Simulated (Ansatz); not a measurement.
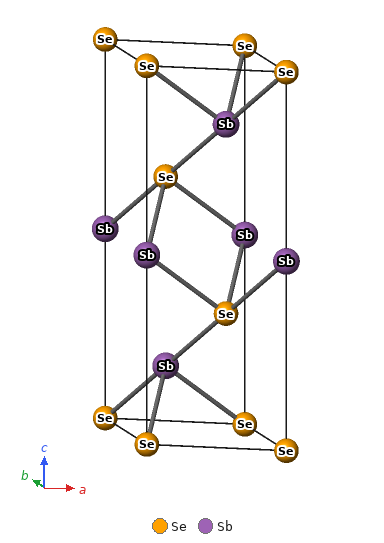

This ball-and-stick model is shown slightly off an axis. One conventional unit cell is framed, with atoms on its boundary repeated. Cell: a = 4.10 Å, b = 4.10 Å, c = 11.03 Å, α = 90.00°, β = 90.00°, γ = 120.00°.

What is drawn is a generated cell, made by putting these elements into a known structure type (the compound may or may not exist in this form); it hasn't been relaxed. An electronic-structure calculation with Ansatz was run on it.

Q: Summary of the structure:

A: It has the composition SbSe. Its lattice is rhombohedral (trigonal R), its space group R-3m (No. 166). With Z = 3, the cell contains 3 Sb, 3 Se. The Se atoms are each bonded to six Sb in an octahedral arrangement at about 3.0 Å. The coordination shell of Sb holds six Se in an octahedral arrangement at about 3.0 Å. The bonds build a three-dimensional framework.

Level of theory and settings: Ansatz 0.2.0, DFT, PAW plane waves, HSE06, spin-orbit, 420 eV cutoff, k-points about 0.62 Å⁻¹ apart, Fermi-Dirac smearing of 0.1 eV, no moments seeded, so the run stays non-magnetic, spinor wavefunctions.

Q: What is the band gap, if any?

A: A metal: bands cross the Fermi level.

Q: Give the Bader charge of each element.

A: Sb +0.64 e; Se -0.64 e.

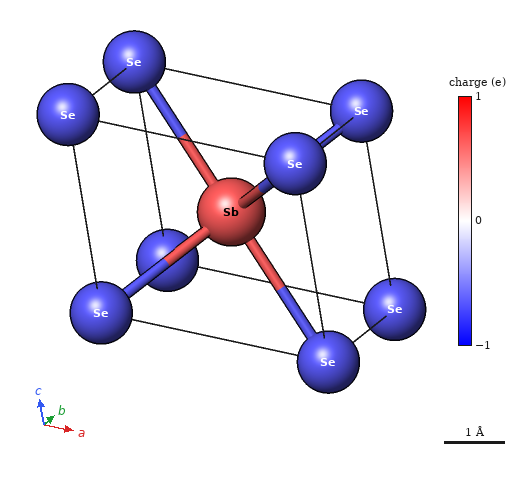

The atoms coloured by those charges. The run's cell of 2 atoms is drawn, so axes and origin can differ from the first picture.

Q: Is this an equilibrium geometry for the method given?

A: No. All forces vanish to within 0.01 eV/Å. The pressure is -1.7 GPa, so the cell would contract. The stress isn't hydrostatic: its largest component is 2.7 GPa.
